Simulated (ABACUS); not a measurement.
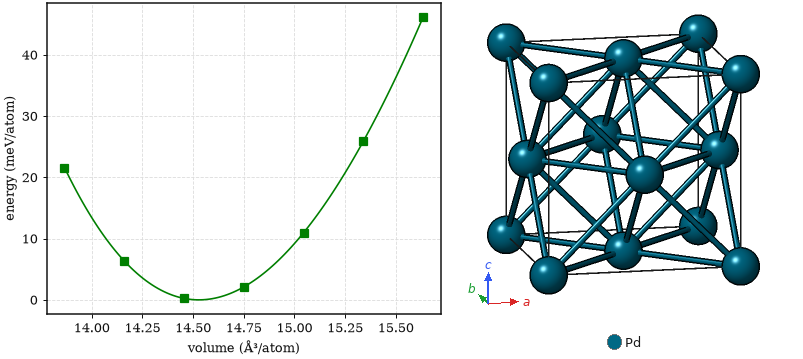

The figure shows the energy against volume for Pd, space group Fm-3m (No. 225). The conventional cell is drawn beside the plot.

Starting cell:
```
CELL_PARAMETERS angstrom
0.00000 1.94650 1.94650
1.94650 0.00000 1.94650
1.94650 1.94650 0.00000
ATOMIC_POSITIONS crystal
Pd 0.00000 0.00000 0.00000
```

Computed with ABACUS 3.10.1: DFT in plane waves or numerical atomic orbitals with pseudopotentials, no spin polarisation; energies at scaled volumes of the given cell, shape and fractions fixed, counted from the fit's minimum, third-order Birch-Murnaghan fit. Level: PBEsol.

- k mesh: 12×12×12
- occupations: Fermi–Dirac
- smearing width: 0.05 eV
- potentials: PseudoDojo NC SR 0.4.1 PBEsol standard
- wave cutoff: 1116 eV
- density cutoff: 4463 eV
- program settings: basis pw

From this curve and the settings, what does the calculation give for the pressure at the same points?

The pressure falls from 11.02 GPa at volume 13.865 Å³/atom to −12.31 GPa at 15.635 Å³/atom, and changes sign near 14.54 Å³/atom.

| volume (Å³/atom) | pressure (GPa) |
| --- | --- |
| 13.865 | 11.02 |
| 14.160 | 5.71 |
| 14.455 | 1.13 |
| 14.750 | −3.00 |
| 15.045 | −6.55 |
| 15.340 | −9.56 |
| 15.635 | −12.31 |
